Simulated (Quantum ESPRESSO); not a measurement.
# C, zinc blende or diamond type, strained in the (001) plane, stepped through biaxial strain in the plane, part 4 of 5

Wanted: a table for C, zinc blende or diamond type, strained in the (001) plane against biaxial strain in the plane, and what can be fitted to it.

Quantum ESPRESSO 7.5; plane-wave DFT, PBE, GBRV ultrasoft pseudopotentials.

So far. Step 3 (Variable-cell relaxation, -4 %):  The last row is no step: it is a fresh SCF in the final cell with a new plane-wave basis, -0 meV from the row before. Step 6 (Relaxing cell and ions, -3 %):  The last row is no step: it is a fresh SCF in the final cell with a new plane-wave basis, -0 meV from the row before.

## Step 7: Ground state, -3 %

Input file m1.scf.in:

```
&control
  prefix = 'm1.scf'
  outdir = './out'
  pseudo_dir = './pseudo'
  calculation = 'scf'
  tprnfor = .true.
/
&system
  ibrav = 0
  nat = 4
  ntyp = 1
  ecutwfc = 40
  ecutrho = 200
  occupations = 'fixed'
  nbnd = 12
/
&electrons
  conv_thr = 1e-09
  mixing_beta = 0.6
  electron_maxstep = 120
/
ATOMIC_SPECIES
  C   12.0110  c_pbe_v1.2.uspp.F.UPF
CELL_PARAMETERS angstrom
  2.44969615200000 0.00000000000000 0.00000000000000
  0.00000000000000 2.44969615200000 0.00000000000000
  0.00000000000000 0.00000000000000 3.59743645800000
ATOMIC_POSITIONS crystal
  C   0.000000000000 0.000000000000 0.000000000000
  C   0.500000000000 0.000000000000 0.250000005800
  C   0.500000000000 0.500000000000 0.500000000000
  C   0.000000000000 0.500000000000 0.749999994200
K_POINTS automatic
  10 10 8 0 0 0
```

Started as:

```bash
OMP_NUM_THREADS=1 mpirun -n 4 pw.x -nk 4 -in m1.scf.in > m1.scf.out
```

Log:

```text
[banner, memory and clock lines left out]
Program PWSCF v.7.5 starts
[...]
Message from routine setup:
[...]
number of electrons       =        16.00
     number of Kohn-Sham states=           12
     kinetic-energy cutoff     =      40.0000  Ry
     charge density cutoff     =     200.0000  Ry
[...]
number of k points=   105
[...]
Dense  grid:     7003 G-vectors     FFT dimensions: (  24,  24,  32)
[...]
Starting wfcs are   16 randomized atomic wfcs
[...]
estimated scf accuracy    <       0.25523636 Ry
[...]
estimated scf accuracy    <       0.01814362 Ry
[...]
estimated scf accuracy    <       0.00016978 Ry
[...]
estimated scf accuracy    <       0.00000424 Ry
[...]
estimated scf accuracy    <       0.00000007 Ry
[...]
estimated scf accuracy    <       0.00000001 Ry
[...]
highest occupied, lowest unoccupied level (ev):    14.4679   18.2578
!    total energy              =     -45.91089834 Ry
     estimated scf accuracy    <          2.5E-10 Ry
[...]
one-electron contribution =      17.25342449 Ry
     hartree contribution      =       3.75710277 Ry
     xc contribution           =     -14.90705261 Ry
     ewald contribution        =     -52.01437300 Ry
     convergence has been achieved in   7 iterations
[...]
Total force =     0.000003     Total SCF correction =     0.000006
[...]
```

The job ended after 3.5 s (4 MPI ranks of Intel Xeon Platinum 8259CL at 2.50GHz (Skylake/Cascade Lake), shared host; peak memory 0.22 GiB).

Read from the output:

```
free energy                          : -624.6496 eV
conduction bottom, on the run's zero : 18.26 eV
gap by band count                    : 3.790 eV
```

## Step 8: Complex bands with pwcond.x, -3 %

Input file m1.cbs.in:

```
&inputcond
  outdir = './out'
  prefixl = 'm1.scf'
  band_file = 'm1.cbs'
  ikind = 0
  ewind = 4.0
  epsproj = 1e-05
  nz1 = 7
  energy0 = 6.45
  denergy = -0.15
/
3
  0.00000000 0.00000000 1.00000000
  0.50000000 0.00000000 1.00000000
  0.50000000 0.50000000 1.00000000
51
```

Started as:

```bash
OMP_NUM_THREADS=1 mpirun -n 4 pwcond.x -in m1.cbs.in > m1.cbs.out
```

Log:

```text
[banner, memory and clock lines left out]
Program PWCOND v.7.5 starts
[citation notice left out]

[...]
./out/m1.scf.save/

     IMPORTANT: XC functional enforced from input :
     Exchange-correlation= PBE
                           (   1   4   3   4   0   0   0)
     Any further DFT definition will be discarded
     Please, verify this is what you really want

     Reading collected, re-writing distributed wavefunctions

===== INPUT FILE containing the left lead =====

     GEOMETRY:

     lattice parameter (alat)  =       4.6293  a.u.
[...]
-0.1424286  -0.0000000   6.3000000
  -0.1424780  -0.0000000   6.3000000
  -0.1582702   0.0000000   6.3000000
[... further energies and points left out ...]
---  E-Ef =   -0.9000000  k =    0.5000000   0.5000000
---  ie =         50  ik =          3
 Nchannels of the left tip =            0
 Right moving states:
   k1(2pi/a)   k2(2pi/a)   E-Ef (eV)
 Left moving states:
   k1(2pi/a)   k2(2pi/a)   E-Ef (eV)

---  E-Ef =   -1.0500000  k =    0.5000000   0.5000000
---  ie =         51  ik =          3
 Nchannels of the left tip =            0
 Right moving states:
   k1(2pi/a)   k2(2pi/a)   E-Ef (eV)
 Left moving states:
   k1(2pi/a)   k2(2pi/a)   E-Ef (eV)

[...]
```

Elapsed: 24 s, on 4 MPI ranks; peak memory 0.2 GiB.

K across = (0, 0) in the cell's reciprocal vectors; values within 0.0025 1/Å of each other count once, columns are sorted by size at each energy, a dash where no further value was kept. The Im kz of the slowest decaying states by energy, zero at the highest filled level of the SCF mesh:

```csv
energy (eV),decay 1 (Å⁻¹),decay 2 (Å⁻¹),decay 3 (Å⁻¹)
-1.05,1.52,2.41,2.77
-0.60,0.056,1.46,2.39
-0.15,0.246,1.40,2.37
0.00,0.014,0.281,1.37
0.30,0.141,0.339,1.33
0.75,0.21,0.408,1.26
1.20,0.25,0.463,1.19
1.65,0.274,0.509,1.12
2.10,0.287,0.548,1.04
2.55,0.291,0.582,0.947
2.85,0.29,0.602,0.882
3.30,0.28,0.628,0.772
3.75,0.263,0.64,0.651
4.20,0.235,0.464,0.67
4.65,0.091,0.193,0.686
5.10,0.124,0.699,2.08
5.55,0.71,2.05,2.44
6.00,0.269,0.717,2.02
6.45,0.5,0.723,2.00
```

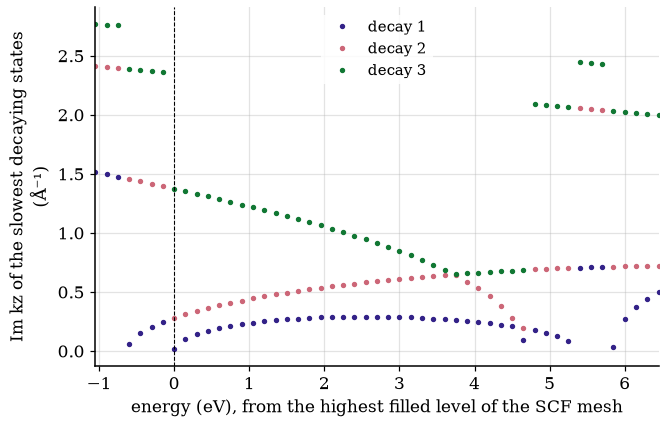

Im kz of the slowest decaying states, plotted against energy.

## Step 9: Relaxing cell and ions, 3 %

Input file m7.relax.in:

```
&control
  prefix = 'm7.relax'
  outdir = './out'
  pseudo_dir = './pseudo'
  nstep = 40
  forc_conv_thr = 0.001
  calculation = 'vc-relax'
/
&system
  ibrav = 0
  nat = 4
  ntyp = 1
  ecutwfc = 50
  ecutrho = 250
  occupations = 'fixed'
/
&electrons
  conv_thr = 1e-10
  mixing_beta = 0.6
  electron_maxstep = 120
/
&ions
/
&cell
  cell_dofree = 'z'
  press_conv_thr = 0.3
/
ATOMIC_SPECIES
  C   12.0110  c_pbe_v1.2.uspp.F.UPF
CELL_PARAMETERS angstrom
  2.60122374953000 0.00000000000000 0.00000000000000
  0.00000000000000 2.60122374953000 0.00000000000000
  0.00000000000000 0.00000000000000 3.57152940200000
ATOMIC_POSITIONS crystal
  C   0.000000000000 0.000000000000 0.000000000000
  C   0.500000000000 0.000000000000 0.250000011900
  C   0.500000000000 0.500000000000 0.500000000000
  C   0.000000000000 0.500000000000 0.749999988100
K_POINTS automatic
  10 10 8 0 0 0
```

Started as:

```bash
OMP_NUM_THREADS=1 mpirun -n 4 pw.x -nk 4 -in m7.relax.in > m7.relax.out
```

Log:

```text
[banner, memory and clock lines left out]
Program PWSCF v.7.5 starts
[...]
Message from routine setup:
[...]
number of electrons       =        16.00
     number of Kohn-Sham states=            8
     kinetic-energy cutoff     =      50.0000  Ry
     charge density cutoff     =     250.0000  Ry
[...]
number of k points=   105
[...]
Dense  grid:    10849 G-vectors     FFT dimensions: (  25,  25,  36)
[...]
Starting wfcs are   16 randomized atomic wfcs
[...]
estimated scf accuracy    <       0.19625732 Ry
[...]
estimated scf accuracy    <       0.01515462 Ry
[...]
estimated scf accuracy    <       0.00018403 Ry
[...]
estimated scf accuracy    <       0.00000317 Ry
[...]
estimated scf accuracy    <       0.00000015 Ry
[...]
estimated scf accuracy    <          7.6E-09 Ry
[...]
highest occupied level (ev):    12.5105
!    total energy              =     -45.91326133 Ry
     estimated scf accuracy    <          8.7E-11 Ry
[...]
one-electron contribution =      14.72236596 Ry
     hartree contribution      =       3.99307192 Ry
     xc contribution           =     -14.53805948 Ry
     ewald contribution        =     -50.09063972 Ry
     convergence has been achieved in   7 iterations
[...]
Total force =     0.000000     Total SCF correction =     0.000000
[...]
estimated scf accuracy    <       0.00002904 Ry
[...]
estimated scf accuracy    <       0.00000207 Ry
[...]
estimated scf accuracy    <       0.00000004 Ry
[...]
estimated scf accuracy    <          5.9E-10 Ry
[...]
highest occupied level (ev):    12.7952
!    total energy              =     -45.91342439 Ry
     estimated scf accuracy    <          3.5E-11 Ry
[...]
one-electron contribution =      14.96822520 Ry
     hartree contribution      =       3.96593649 Ry
     xc contribution           =     -14.57131439 Ry
     ewald contribution        =     -50.27627169 Ry
     convergence has been achieved in   5 iterations
[...]
Total force =     0.000000     Total SCF correction =     0.000000
[...]
estimated scf accuracy    <       0.00000386 Ry
[...]
estimated scf accuracy    <       0.00000028 Ry
[...]
estimated scf accuracy    <          5.8E-09 Ry
[...]
estimated scf accuracy    <          1.1E-10 Ry
[...]
estimated scf accuracy    <          4.0E-12 Ry
[...]
highest occupied level (ev):    12.6914
!    total energy              =     -45.91350080 Ry
     estimated scf accuracy    <          4.2E-14 Ry
[...]
one-electron contribution =      14.87810820 Ry
     hartree contribution      =       3.97596261 Ry
     xc contribution           =     -14.55921324 Ry
     ewald contribution        =     -50.20835837 Ry
     convergence has been achieved in   6 iterations
[...]
Total force =     0.000000     Total SCF correction =     0.000000
[...]
estimated scf accuracy    <          3.9E-10 Ry
[...]
estimated scf accuracy    <          2.8E-11 Ry
[...]
highest occupied level (ev):    12.6924
!    total energy              =     -45.91350080 Ry
     estimated scf accuracy    <          5.6E-13 Ry
[...]
one-electron contribution =      14.87900896 Ry
     hartree contribution      =       3.97586266 Ry
     xc contribution           =     -14.55933459 Ry
     ewald contribution        =     -50.20903784 Ry
     convergence has been achieved in   3 iterations
[...]
Total force =     0.000000     Total SCF correction =     0.000000
[...]
number of electrons       =        16.00
     number of Kohn-Sham states=            8
     kinetic-energy cutoff     =      50.0000  Ry
     charge density cutoff     =     250.0000  Ry
[...]
number of k points=   105
[...]
Dense  grid:    10817 G-vectors     FFT dimensions: (  25,  25,  36)
[...]
Starting wfcs are   16 randomized atomic wfcs
[...]
estimated scf accuracy    <       0.20525145 Ry
[...]
estimated scf accuracy    <       0.01471701 Ry
[...]
estimated scf accuracy    <       0.00017701 Ry
[...]
estimated scf accuracy    <       0.00000362 Ry
[...]
estimated scf accuracy    <       0.00000012 Ry
[...]
estimated scf accuracy    <          3.1E-09 Ry
[...]
estimated scf accuracy    <          4.1E-11 Ry
[...]
estimated scf accuracy    <          1.7E-11 Ry
[...]
highest occupied level (ev):    12.6924
!    total energy              =     -45.91349520 Ry
     estimated scf accuracy    <          4.3E-13 Ry
[...]
one-electron contribution =      14.87901511 Ry
     hartree contribution      =       3.97586019 Ry
     xc contribution           =     -14.55933266 Ry
     ewald contribution        =     -50.20903784 Ry
     convergence has been achieved in   9 iterations
[...]
Total force =     0.000000     Total SCF correction =     0.000000
[...]
```

Wall time 18 s (4 MPI ranks); peak memory 0.23 GiB; 72 s of CPU time.

Step by step:

```csv
step,energy less that of the first step (eV),largest force (eV/Å),volume (Å³)
1,0.0000,0.0000,24.17
2,-0.0022,0.0000,23.91
3,-0.0033,0.0000,24.00
4,-0.0033,0.0000,24.00
5,-0.0032,0.0000,24.00
```

```csv
"conventional cell, symmetrised",before,after,change
a (Å),2.601,2.601,+0.0 %
b (Å),2.601,2.601,+0.0 %
c (Å),3.572,3.547,-0.7 %
volume (Å³/atom),6.04,6.00,-0.7 %
```

 The last row is no step: it is a fresh SCF in the final cell with a new plane-wave basis, +0 meV from the row before.

Read from the output:

```
free energy                    : -624.6849 eV
valence top, on the run's zero : 12.69 eV
```

## Step 10: SCF with pw.x, 3 %

Input file m7.scf.in:

```
&control
  prefix = 'm7.scf'
  outdir = './out'
  pseudo_dir = './pseudo'
  calculation = 'scf'
  tprnfor = .true.
/
&system
  ibrav = 0
  nat = 4
  ntyp = 1
  ecutwfc = 40
  ecutrho = 200
  occupations = 'fixed'
  nbnd = 12
/
&electrons
  conv_thr = 1e-09
  mixing_beta = 0.6
  electron_maxstep = 120
/
ATOMIC_SPECIES
  C   12.0110  c_pbe_v1.2.uspp.F.UPF
CELL_PARAMETERS angstrom
  2.60122375000000 0.00000000000000 0.00000000000000
  0.00000000000000 2.60122375000000 0.00000000000000
  0.00000000000000 0.00000000000000 3.54705989200000
ATOMIC_POSITIONS crystal
  C   0.000000000000 0.000000000000 0.000000000000
  C   0.500000000000 0.000000000000 0.250000025700
  C   0.500000000000 0.500000000000 0.500000000000
  C   0.000000000000 0.500000000000 0.749999974300
K_POINTS automatic
  10 10 8 0 0 0
```

Started as:

```bash
OMP_NUM_THREADS=1 mpirun -n 4 pw.x -nk 4 -in m7.scf.in > m7.scf.out
```

Log:

```text
[banner, memory and clock lines left out]
Program PWSCF v.7.5 starts
[...]
Message from routine setup:
[...]
number of electrons       =        16.00
     number of Kohn-Sham states=           12
     kinetic-energy cutoff     =      40.0000  Ry
     charge density cutoff     =     200.0000  Ry
[...]
number of k points=   105
[...]
Dense  grid:     7687 G-vectors     FFT dimensions: (  24,  24,  32)
[...]
Starting wfcs are   16 randomized atomic wfcs
[...]
estimated scf accuracy    <       0.19953562 Ry
[...]
estimated scf accuracy    <       0.01496804 Ry
[...]
estimated scf accuracy    <       0.00018704 Ry
[...]
estimated scf accuracy    <       0.00000276 Ry
[...]
estimated scf accuracy    <       0.00000006 Ry
[...]
estimated scf accuracy    <          1.0E-09 Ry
[...]
highest occupied, lowest unoccupied level (ev):    12.6943   15.8290
!    total energy              =     -45.91239415 Ry
     estimated scf accuracy    <          5.1E-11 Ry
[...]
one-electron contribution =      14.88037276 Ry
     hartree contribution      =       3.97530450 Ry
     xc contribution           =     -14.55903356 Ry
     ewald contribution        =     -50.20903785 Ry
     convergence has been achieved in   7 iterations
[...]
Total force =     0.000000     Total SCF correction =     0.000004
[...]
```

It took 3.4 s on 4 MPI ranks; peak memory 0.22 GiB.

Numbers from this step:

| Item | Value |
| --- | --- |
| free energy | -624.6699 eV |
| conduction bottom, on the run's zero | 15.83 eV |
| gap by band count | 3.135 eV |

## Step 11: Complex bands with pwcond.x, 3 %

m7.cbs.in is the input of step 8 with these lines changed:

```diff
@@ -2,4 +2,4 @@
   outdir = './out'
-  prefixl = 'm1.scf'
-  band_file = 'm1.cbs'
+  prefixl = 'm7.scf'
+  band_file = 'm7.cbs'
   ikind = 0
```

Started as:

```bash
OMP_NUM_THREADS=1 mpirun -n 4 pwcond.x -in m7.cbs.in > m7.cbs.out
```

Log:

```text
[banner, memory and clock lines left out]
Program PWCOND v.7.5 starts
[citation notice left out]

[...]
./out/m7.scf.save/

     IMPORTANT: XC functional enforced from input :
     Exchange-correlation= PBE
                           (   1   4   3   4   0   0   0)
     Any further DFT definition will be discarded
     Please, verify this is what you really want

     Reading collected, re-writing distributed wavefunctions

===== INPUT FILE containing the left lead =====

     GEOMETRY:

     lattice parameter (alat)  =       4.9156  a.u.
[...]
-0.1677180  -0.0000000   6.3000000
  -0.1677180  -0.0000000   6.3000000
  -0.2868049   0.0000000   6.3000000
[... further energies and points left out ...]
---  E-Ef =   -0.9000000  k =    0.5000000   0.5000000
---  ie =         50  ik =          3
 Nchannels of the left tip =            0
 Right moving states:
   k1(2pi/a)   k2(2pi/a)   E-Ef (eV)
 Left moving states:
   k1(2pi/a)   k2(2pi/a)   E-Ef (eV)

---  E-Ef =   -1.0500000  k =    0.5000000   0.5000000
---  ie =         51  ik =          3
 Nchannels of the left tip =            0
 Right moving states:
   k1(2pi/a)   k2(2pi/a)   E-Ef (eV)
 Left moving states:
   k1(2pi/a)   k2(2pi/a)   E-Ef (eV)

[...]
```

Wall time 29 s (4 MPI ranks); peak memory 0.21 GiB; 1.9 min of CPU time.

K across = (0, 0) in the cell's reciprocal vectors; values within 0.0025 1/Å of each other count once, columns are sorted by size at each energy, a dash where no further value was kept. Table of Im kz of the slowest decaying states by energy, zero at the highest filled level of the SCF mesh:

```csv
energy (eV),decay 1 (Å⁻¹),decay 2 (Å⁻¹),decay 3 (Å⁻¹)
-1.05,1.22,2.20,2.61
-0.60,1.15,2.17,2.59
-0.15,0.168,1.08,2.15
0.00,0.034,0.197,1.06
0.30,0.202,0.239,1.01
0.75,0.282,0.311,0.926
1.20,0.309,0.386,0.838
1.65,0.325,0.442,0.738
2.10,0.332,0.488,0.621
2.55,0.331,0.47,0.526
2.85,0.325,0.329,0.548
3.30,0.311,0.575,1.94
3.75,0.287,0.597,1.91
4.20,0.252,0.616,1.89
4.65,0.199,0.63,1.86
5.10,0.105,0.31,0.641
5.55,0.47,0.648,1.80
6.00,0.567,0.652,1.77
6.45,0.636,0.653,1.75
```

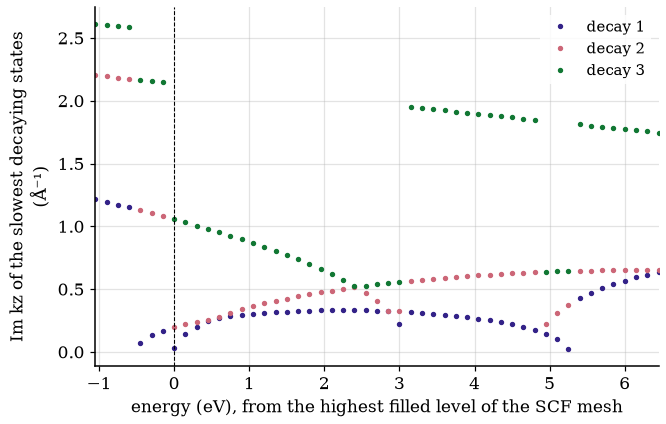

Im kz of the slowest decaying states, plotted against energy.

(Part 4 of 5 ends here.)

[Logs are printed without paths, hosts, clocks, repeated set-up lines and the standing remarks that a program may print on its own settings, such as how far it seeks lower states.]

[Hosts, paths, dates, database ids (printed as entryN), source tags and the programs' standing remarks are cut or masked in the printed files.]

[Maps of the electrostatic potential energy from Ansatz leave out the sawtooth potential of an applied field or a dipole correction, so their vacuum need not be flat; planar profiles and work functions include it.]
